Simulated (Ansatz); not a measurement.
Se: space group Cmce (No. 64), a = 5.040 Å, b = 9.275 Å, c = 4.020 Å, α = 90.00°, β = 90.00°, γ = 90.00°. Origin: the geometry relaxed with DFT PBEsol, scalar-relativistic, plane waves, PAW in Ansatz; the starting structure was generated, so it need not be a known form of this composition. Forms under 0.4 % of the area are left out.

Which faces does the BFDH rule predict for this crystal?

Answer. The forms computed, by share of the surface:

```json
{"form": "{111}", "faces": "8", "d (Å)": "2.977", "share of area (%)": "44.4"}
{"form": "{020}", "faces": "2", "d (Å)": "4.638", "share of area (%)": "35.0"}
{"form": "{021}", "faces": "4", "d (Å)": "3.038", "share of area (%)": "11.2"}
{"form": "{200}", "faces": "2", "d (Å)": "2.520", "share of area (%)": "9.4"}
```

Widths along a, b and c stand as 1.00 : 0.54 : 1.10.

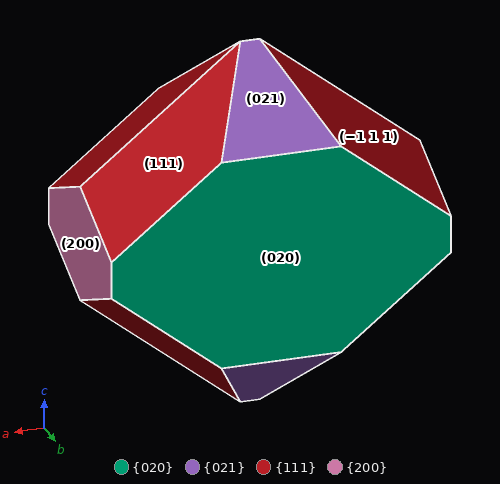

The computed shape, faces indexed. The rule is geometric and ignores bonding and growth conditions.
